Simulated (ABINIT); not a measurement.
Run report: Bi, single-point calculation (part 1 of 3)

- system: Bi (P2/m, 2 atoms in the cell)
- method: Kohn-Sham DFT of a periodic cell, LDA, PseudoDojo NC SR LDA v0.4.1 standard, no spin polarisation (ABINIT 10.8.3)

The structure derives from a Materials Project entry.

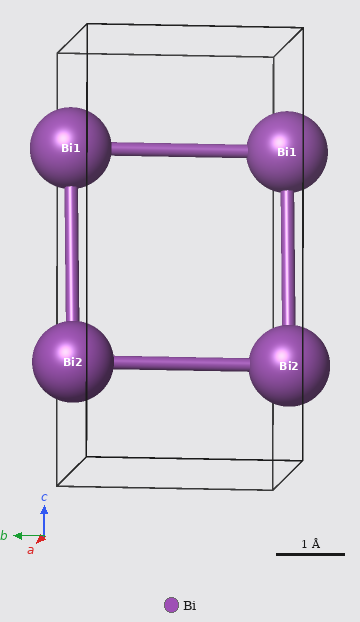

Figure 1. The structure (ball-and-stick view of the cell of the calculation, seen at an oblique angle; atoms are numbered from 1 in the order of the input). An atom can appear more than once, as a periodic image. Near neighbours in the periodic cell (some may lie outside the picture): Bi has 6 Bi at 3.22 to 3.24 Å.

## Input file
```
# Pseudopotentials
pp_dirpath "./"
pseudos "Bi.upf"

# Structure
acell 3*1.0 Angstrom
rprim
     3.2383762460     0.0000000000     0.0000000000
     0.0000000000     3.2216433200     0.0000000000
    -0.0804548793     0.0000000000     6.4438887882
ntypat 1
znucl 83
natom 2
typat 1 1
xred
     0.5442472500     0.0000000000     0.7495778900
     0.4557527500     0.0000000000     0.2504221100
chkprim 0
chksymtnons 0
tolsym 1.0e-6

# Plane-wave basis
ecut 30.0

# k points
kptopt 1
ngkpt 6 6 3
nshiftk 1
shiftk 0.0 0.0 0.0

# Exchange and correlation
ixc 7

# Bands and occupations
nband 19
occopt 3
tsmear 0.05 eV

# SCF cycle
nstep 100
tolvrs 1.0e-10

# Output
iomode 3
prtwf 0
prtden 0
prteig 0
prtebands 0
prtvol 2
```

Launched with:
```bash
mpirun --bind-to none -np 4 abinit run.abi > log 2>&1
```

## Log
```
.Version 10.8.3 of ABINIT
 Symmetries : space group P2/m (# 10); Bravais mP (primitive monocl.)
================================================================================
 Values of the parameters that define the memory need of the present run
     intxc =       0    ionmov =       0      iscf =       7    lmnmax =       6
     lnmax =       6     mgfft =      64  mpssoang =       3    mqgrid =    3003
     natom =       2  nloc_mem =       1    nspden =       1   nspinor =       1
    nsppol =       1      nsym =       4    n1xccc =    2501    ntypat =       1
    occopt =       3   xclevel =       1
       mpw =        3583          nfft =       65536          nkpt =          40
================================================================================
================================================================================

--------------------------------------------------------------------------------
------------- Echo of variables that govern the present computation ------------
--------------------------------------------------------------------------------
 -outvars: echo values of preprocessed input variables --------
            acell      1.8897261259E+00  1.8897261259E+00  1.8897261259E+00 Bohr
              amu      2.08980370E+02
          chkprim           0
      chksymtnons           0
             ecut      3.00000000E+01 Hartree
              ixc           7
         kptrlatt        6    0    0      0    6    0      0    0    3
          kptrlen      3.65281413E+01
            natom           2
            nband          19
            ngfft          32      32      64
             nkpt          40
            nstep         100
             nsym           4
           ntypat           1
           occopt           3
           prtden           0
        prtebands           0
           prteig           0
           prtvol           2
            prtwf           0
            rprim      3.2383762460E+00  0.0000000000E+00  0.0000000000E+00
                       0.0000000000E+00  3.2216433200E+00  0.0000000000E+00
                      -8.0454879300E-02  0.0000000000E+00  6.4438887882E+00
          spgroup          10
           tolsym      1.00000000E-06
           tolvrs      1.00000000E-10
           tsmear      1.83746611E-03 Hartree
            typat      1  1
           xangst      1.7021701677E+00  0.0000000000E+00  4.8301965613E+00
                       1.4557511990E+00  0.0000000000E+00  1.6136922269E+00
            xcart      3.2166354366E+00  0.0000000000E+00  9.1277486351E+00
                       2.7509710736E+00  0.0000000000E+00  3.0494363604E+00
             xred      5.4424725000E-01  0.0000000000E+00  7.4957789000E-01
                       4.5575275000E-01  0.0000000000E+00  2.5042211000E-01
            znucl       83.00000

================================================================================

 chkinp: Checking input parameters for consistency.

================================================================================
== DATASET  1 ==================================================================

--- !DatasetInfo
iteration_state: {dtset: 1, }
dimensions: {natom: 2, nkpt: 40, mband: 19, nsppol: 1, nspinor: 1, nspden: 1, mpw: 3583, }
cutoff_energies: {ecut:  30.0, pawecutdg:  -1.0, }
electrons: {nelect:   3.00000000E+01, charge:   0.00000000E+00, occopt:   3.00000000E+00, tsmear:   1.83746611E-03, }
meta: {optdriver: 0, ionmov: 0, optcell: 0, iscf: 7, paral_kgb: 0, }
...

 Exchange-correlation functional for the present dataset will be:
  LDA: Perdew-Wang 92 LSD fit to Ceperley-Alder data - ixc=7
  J.P.Perdew and Y.Wang, PRB 45, 13244 (1992)

 Real(R)+Recip(G) space primitive vectors, cartesian coordinates (Bohr,Bohr^-1):
 R(1)=  6.1196442  0.0000000  0.0000000  G(1)=  0.1634082  0.0000000  0.0020402
 R(2)=  0.0000000  6.0880236  0.0000000  G(2)=  0.0000000  0.1642569  0.0000000
 R(3)= -0.1520377  0.0000000 12.1771850  G(3)=  0.0000000  0.0000000  0.0821208
 Unit cell volume ucvol=  4.5367976E+02 bohr^3
 Angles (23,13,12)=  9.00000000E+01  9.07153267E+01  9.00000000E+01 degrees

 getcut: wavevector=  0.0000  0.0000  0.0000  ngfft=  32  32  64
         ecut(hartree)=     30.000   => boxcut(ratio)=   2.12096

--- Pseudopotential description ------------------------------------------------
- pspini: atom type   1  psp file is ./Bi.upf
12 -1012 2 -1 1454                            pspcod,pspxc,lmax,lloc,mmax
     nproj     2     2     2

   2.56246029E+03                                ecore*ucvol(ha*bohr**3)
--------------------------------------------------------------------------------

================================================================================

--- !BeginCycle
iteration_state: {dtset: 1, }
solver: {iscf: 7, nstep: 100, nline: 4, wfoptalg: 0, }
tolerances: {tolvrs: 1.00E-10, }
...

     iter   Etot(hartree)      deltaE(h)  residm     vres2
 ETOT  1  -163.75695212951    -1.638E+02 2.200E-01 1.739E-01
 ETOT  2  -163.84276100102    -8.581E-02 2.858E-03 9.255E-01
 ETOT  3  -163.84287787915    -1.169E-04 6.057E-04 5.468E-01
 ETOT  4  -163.84303932441    -1.614E-04 6.788E-04 3.641E-04
 ETOT  5  -163.84303938728    -6.287E-08 1.459E-04 1.620E-04
 ETOT  6  -163.84303941639    -2.910E-08 1.244E-04 3.762E-06
 ETOT  7  -163.84303941696    -5.729E-10 3.869E-05 9.836E-08
 ETOT  8  -163.84303941696    -5.429E-12 2.120E-05 5.210E-09
 ETOT  9  -163.84303941697    -1.620E-12 1.617E-05 1.924E-09
 ETOT 10  -163.84303941697    -2.274E-12 8.138E-06 4.208E-11

 At SCF step   10       vres2   =  4.21E-11 < tolvrs=  1.00E-10 =>converged.

 Cartesian components of stress tensor (hartree/bohr^3)
  sigma(1 1)=  7.12136746E-05  sigma(3 2)=  0.00000000E+00
  sigma(2 2)=  5.51358586E-05  sigma(3 1)= -4.50247281E-06
  sigma(3 3)=  6.16932735E-05  sigma(2 1)=  0.00000000E+00

--- !ResultsGS
iteration_state: {dtset: 1, }
comment   : Summary of ground state results
lattice_vectors:
- [  6.1196442,   0.0000000,   0.0000000, ]
- [  0.0000000,   6.0880236,   0.0000000, ]
- [ -0.1520377,   0.0000000,  12.1771850, ]
lattice_lengths: [   6.11964,    6.08802,   12.17813, ]
lattice_angles: [ 90.000,  90.715,  90.000, ] # degrees, (23, 13, 12)
lattice_volume:   4.5367976E+02
convergence: {deltae: -2.274E-12, res2:  4.208E-11, residm:  8.138E-06, diffor: null, }
etotal    :  -1.63843039E+02
entropy   :   0.00000000E+00
fermie    :   1.93057849E-01
cartesian_stress_tensor: # hartree/bohr^3
- [  7.12136746E-05,   0.00000000E+00,  -4.50247281E-06, ]
- [  0.00000000E+00,   5.51358586E-05,   0.00000000E+00, ]
- [ -4.50247281E-06,   0.00000000E+00,   6.16932735E-05, ]
pressure_GPa:  -1.8441E+00
xred      :
- [  5.4425E-01,   0.0000E+00,   7.4958E-01, Bi]
- [  4.5575E-01,   0.0000E+00,   2.5042E-01, Bi]
cartesian_forces: # hartree/bohr
- [ -1.67156807E-03,  -0.00000000E+00,   3.05693672E-04, ]
- [  1.67156807E-03,  -0.00000000E+00,  -3.05693672E-04, ]
force_length_stats: {min:   1.69929057E-03, max:   1.69929057E-03, mean:   1.69929057E-03, }
...

 Integrated electronic density in atomic spheres:
 ------------------------------------------------
 Atom  Sphere_radius  Integrated_density
    1        2.00000         10.73131119
    2        2.00000         10.73131119
================================================================================

 ----iterations are completed or convergence reached----

 Mean square residual over all n,k,spin=   48.607E-09; max=  81.380E-07
   0.0000  0.0000  0.0000    1  2.64461E-15 kpt; spin; max resid(k); each band:
  7.83E-17 2.20E-16 9.74E-17 3.64E-16 4.12E-16 2.87E-16 3.61E-16 6.24E-17
  4.03E-16 9.72E-17 1.22E-15 9.86E-16 1.46E-15 1.20E-15 4.52E-16 4.66E-16
  5.28E-16 4.57E-16 2.64E-15
   0.1667  0.0000  0.0000    1  6.92826E-06 kpt; spin; max resid(k); each band:
  1.97E-16 9.07E-17 2.48E-16 5.92E-16 3.74E-16 3.03E-16 3.09E-16 1.17E-16
  1.09E-16 3.70E-16 9.51E-16 9.31E-16 1.13E-15 1.18E-15 4.95E-16 1.06E-15
  4.96E-16 1.50E-14 6.93E-06
   0.3333  0.0000  0.0000    1  1.57796E-15 kpt; spin; max resid(k); each band:
  1.98E-16 6.39E-17 7.15E-16 2.27E-16 3.96E-16 2.78E-16 1.24E-16 1.40E-16
  4.11E-16 3.17E-16 9.17E-16 9.10E-16 1.06E-15 1.11E-15 4.23E-16 1.20E-15
  5.44E-16 1.58E-15 7.19E-16
   0.5000  0.0000  0.0000    1  1.47619E-15 kpt; spin; max resid(k); each band:
  1.97E-16 1.85E-16 6.50E-16 2.55E-16 1.06E-16 1.43E-17 5.62E-16 2.10E-16
  4.50E-16 3.22E-16 8.99E-16 9.00E-16 1.04E-15 2.80E-16 1.26E-15 1.22E-15
  5.83E-16 1.48E-15 5.54E-16
   0.0000  0.1667  0.0000    1  8.13796E-06 kpt; spin; max resid(k); each band:
  2.42E-16 1.99E-16 2.47E-16 5.63E-16 4.30E-16 2.88E-16 4.78E-17 2.92E-16
  7.41E-17 3.83E-16 9.57E-16 9.80E-16 1.09E-15 1.38E-15 4.20E-16 1.23E-15
  4.66E-16 5.95E-16 8.14E-06
   0.1667  0.1667  0.0000    1  1.00537E-13 kpt; spin; max resid(k); each band:
  4.59E-16 2.06E-16 1.91E-16 5.04E-16 3.62E-16 9.54E-17 9.15E-17 3.21E-16
  2.67E-16 3.00E-16 9.45E-16 9.26E-16 1.10E-15 1.47E-15 5.85E-16 4.95E-16
  4.60E-16 1.08E-15 1.01E-13
   0.3333  0.1667  0.0000    1  1.83831E-15 kpt; spin; max resid(k); each band:
  3.53E-16 7.01E-16 1.51E-16 2.95E-16 2.04E-16 1.05E-16 1.06E-16 2.83E-16
  2.91E-16 3.34E-16 9.12E-16 9.06E-16 1.08E-15 1.09E-15 4.40E-16 5.93E-16
  4.74E-16 1.26E-15 1.84E-15
   0.5000  0.1667  0.0000    1  1.03630E-13 kpt; spin; max resid(k); each band:
  3.45E-16 7.53E-16 4.61E-17 1.90E-16 2.01E-17 4.20E-16 2.63E-16 1.80E-16
  3.23E-16 3.35E-16 8.96E-16 8.98E-16 1.02E-15 2.97E-16 1.27E-15 5.60E-16
  1.27E-15 5.15E-16 1.04E-13
   0.0000  0.3333  0.0000    1  1.65594E-15 kpt; spin; max resid(k); each band:
  2.40E-16 2.48E-16 6.73E-16 2.66E-16 4.74E-16 5.32E-17 2.54E-16 7.07E-17
  4.23E-16 2.56E-16 9.05E-16 9.75E-16 1.00E-15 1.40E-15 3.21E-16 1.66E-15
  1.30E-15 4.91E-16 6.80E-16
   0.1667  0.3333  0.0000    1  1.75192E-15 kpt; spin; max resid(k); each band:
  3.77E-16 6.60E-16 2.27E-16 3.49E-16 2.17E-16 1.12E-16 8.02E-17 2.33E-16
  3.31E-16 2.75E-16 9.21E-16 9.23E-16 1.05E-15 1.38E-15 3.34E-16 6.15E-16
  5.61E-16 1.75E-15 1.14E-15
   0.3333  0.3333  0.0000    1  1.86653E-06 kpt; spin; max resid(k); each band:
  4.76E-16 3.87E-16 2.93E-16 3.71E-16 1.17E-16 2.84E-16 2.44E-16 1.44E-16
  1.46E-16 1.55E-16 8.89E-16 3.72E-16 1.08E-15 9.96E-16 5.02E-16 4.51E-16
  4.06E-16 2.02E-12 1.87E-06
   0.5000  0.3333  0.0000    1  1.56311E-15 kpt; spin; max resid(k); each band:
  4.55E-16 4.77E-16 4.05E-16 3.11E-17 3.76E-16 2.88E-16 2.56E-16 8.72E-17
  1.10E-16 1.21E-16 8.78E-16 2.60E-16 7.73E-16 3.13E-16 1.27E-15 4.26E-16
  3.76E-16 1.56E-15 1.33E-15
   0.0000  0.5000  0.0000    1  1.65088E-15 kpt; spin; max resid(k); each band:
  2.44E-16 7.09E-16 2.76E-16 4.31E-17 2.26E-16 5.70E-17 5.21E-16 2.64E-16
  4.73E-16 2.59E-16 8.73E-16 9.83E-16 1.40E-15 2.62E-16 9.49E-16 1.65E-15
  1.37E-15 4.81E-16 6.29E-16
   0.1667  0.5000  0.0000    1  1.20059E-14 kpt; spin; max resid(k); each band:
  3.75E-16 6.98E-16 7.92E-17 2.47E-16 6.93E-17 4.03E-16 2.09E-16 1.37E-16
  4.62E-16 2.69E-16 8.88E-16 9.38E-16 1.37E-15 2.74E-16 9.67E-16 6.00E-16
  1.74E-15 6.05E-16 1.20E-14
   0.3333  0.5000  0.0000    1  4.08419E-15 kpt; spin; max resid(k); each band:
  4.59E-16 6.98E-16 3.93E-16 1.05E-16 2.61E-16 2.25E-16 3.07E-16 1.33E-16
  1.41E-16 2.25E-17 8.70E-16 1.60E-16 1.23E-15 3.20E-16 1.03E-15 4.63E-16
  4.90E-16 4.08E-15 3.79E-15
   0.5000  0.5000  0.0000    1  1.54687E-06 kpt; spin; max resid(k); each band:
  4.20E-16 2.27E-17 3.49E-16 5.03E-16 4.91E-16 3.11E-16 2.41E-16 1.48E-16
  9.25E-17 6.43E-17 8.68E-16 3.21E-16 3.56E-16 5.59E-16 3.15E-16 3.11E-16
  1.27E-15 5.71E-16 1.55E-06
   0.0000  0.0000  0.3333    1  2.22632E-12 kpt; spin; max resid(k); each band:
  7.95E-17 9.36E-17 5.61E-16 3.31E-16 3.86E-16 3.88E-16 3.27E-16 3.47E-16
  1.13E-16 9.54E-17 1.10E-15 9.80E-16 1.28E-15 1.12E-15 6.53E-16 5.07E-16
  5.80E-16 4.99E-16 2.23E-12
   0.1667  0.0000  0.3333    1  7.09351E-06 kpt; spin; max resid(k); each band:
  4.44E-16 1.16E-16 3.82E-16 4.28E-16 2.67E-16 4.08E-16 2.28E-16 1.98E-16
  1.55E-16 2.35E-16 1.04E-15 9.12E-16 1.34E-15 1.17E-15 5.91E-16 6.70E-16
  5.19E-16 5.27E-16 7.09E-06
   0.3333  0.0000  0.3333    1  1.84205E-15 kpt; spin; max resid(k); each band:
  2.11E-16 7.24E-17 4.95E-16 3.74E-16 3.89E-16 2.47E-16 5.54E-17 3.90E-16
  4.06E-16 2.56E-16 1.00E-15 8.71E-16 1.22E-15 4.09E-16 1.14E-15 1.16E-15
```
